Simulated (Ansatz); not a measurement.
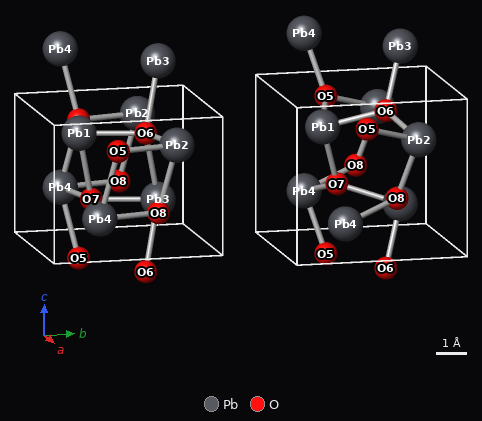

Two geometries of a crystal of PbO (built on the database structure type), drawn at one scale. One is the start of a relaxation, the other its converged end. Style: ball-and-stick. Shown: the cell of the calculation, slightly off an axis.

All numbers below come from DFT, PBE-D3(BJ), plane waves, PAW in Ansatz. Settings: plane-wave cutoff 420 eV; k-point mesh 4 × 4 × 4; occupations fermi dirac; smearing width 0.02 eV; no spin polarisation; cell and atoms relaxed; force threshold 0.005 eV/Å.

Q: Which one is relaxed?

A: The left one is the relaxed one. The largest moves relative to the cell, 0.35 Å, are those of O5, O6, O7 and O8. O7 goes along [1 −1 −2]. By element the largest moves are O 0.35 Å, Pb 0.29 Å. The drawn cell changes as follows: a 5.791 → 5.544 Å (−4.3 %), b 5.955 → 5.886 Å (−1.2 %), c 5.452 → 4.793 Å (−12.1 %); the volume changes by −16.8 %. Among the contacts that change: Pb1–O7 3.449 → 2.493 Å, Pb1–O7 (another image) 2.255 → 2.493 Å, Pb1–O5 2.257 → 2.285 Å. New bonds form, among them: Pb1–O7 (3.45 → 2.49 Å), Pb2–O8 (3.45 → 2.49 Å), Pb3–O6 (3.45 → 2.49 Å), Pb4–O5 (3.45 → 2.49 Å). Among the angles between lasting bonds that change: Pb2–O6–Pb3 113.1° → 96.7°, Pb1–O6–Pb3 115.0° → 99.6°, O5–Pb2–O8 95.3° → 80.4°. The space group (tolerance 0.01 Å) goes from Pca2_1 (No. 29) to Pbcm (No. 57). Over 13 accepted moves (17 points after the start) the energy falls by 0.249 eV per cell of the calculation. The largest force component goes from 0.067 to 0.0016 eV/Å. Pressure: −1.41 GPa at the start and −0.03 GPa at the end. The line search rejected the trial steps at points 8, 11 of the run. At 2 points the geometry stayed and the basis and grid were re-selected for the new cell (energy shift of 20.3 meV per cell of the calculation at most each time).
